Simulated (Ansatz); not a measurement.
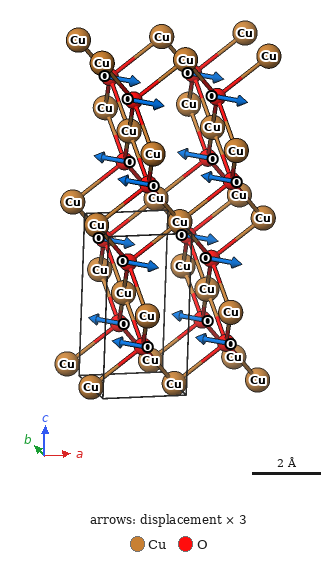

This is a relaxation of crystalline CuO (set up in C2/c). The starting structure is drawn; blue arrows show the displacements (the part carried along by the change of the cell is left out), magnified 3 times.

The picture is a ball-and-stick view of the cell of the calculation, repeated 2 × 2 × 2 with one cell outlined, seen slightly off an axis.

The run lets cell and atoms move.

These are results of Kohn-Sham DFT of a periodic cell, PBEsol, Ansatz PAW in Ansatz 0.2.0, not measurements.

Input
```yaml
crystal:
  lattice:
    - [2.34185, -1.7113, 0.0]
    - [2.34185, 1.7113, 0.0]
    - [-0.8500274268, 0.0, 5.0578693947]
  atoms:
    - { symbol: Cu, position: [0.5, 0.0, 0.5] }
    - { symbol: Cu, position: [0.0, 0.5, 0.0] }
    - { symbol: O, position: [0.4184, 0.5816, 0.75] }
    - { symbol: O, position: [0.5816, 0.4184, 0.25] }
hamiltonian:
  xc: pbesol
  pseudopotentials: { kind: paw }
kpoints:
  mp_grid: { grid: [10, 10, 5] }
scf:
  occupations: { method: fermi_dirac, width: 0.05 }
output:
  forces: true
  stress: true
relax:
  f_tol: 0.01
  max_steps: 40
  cell: { stress_tol: 0.05 }
```

Launched with:
```bash
ansatz run input.yaml --threads 2 --pin off --max-ram 5632MiB --backend cpu --events-out ev --progress --plain --runs-dir out
```

### Describe the change and its energy.

The energy falls by 37.4 meV per atom in 15 accepted moves (21 points after the start). The largest force component goes from 0.36 to under 0.0001 eV/Å. Pressure: −2.72 GPa at the start and 0.00 GPa at the end. The line search rejected the trial step at point 4 of the run. At 5 points the geometry stayed and the basis and grid were re-selected for the new cell (energy shift of 7.4 meV per atom at most each time). The largest moves relative to the cell, 0.33 Å, are those of O atoms. Cu stays in place. The drawn cell changes as follows: a = b 2.900 → 2.895 Å (−0.2 %), c 5.129 → 5.090 Å (−0.8 %), α 97.7° → 90.0°, β 97.7° → 90.0°, γ 72.3° → 89.8°; the volume changes by +5.2 %. Some distances before and after: Cu–O 1.961 → 1.927 Å. Bond angles that change, for instance: Cu–O–Cu 145.8° → 116.0°, Cu–O–Cu 104.0° → 115.7°, Cu–O–Cu 108.8° → 115.9°. The space group (tolerance 0.01 Å) goes from C2/c (No. 15) to Cccm (No. 66). Cost: 2.9 min on 2 threads of Intel(R) Xeon(R) Processor @ 2.50GHz (Skylake/Cascade Lake), on a shared host, peak memory 0.46 GiB.
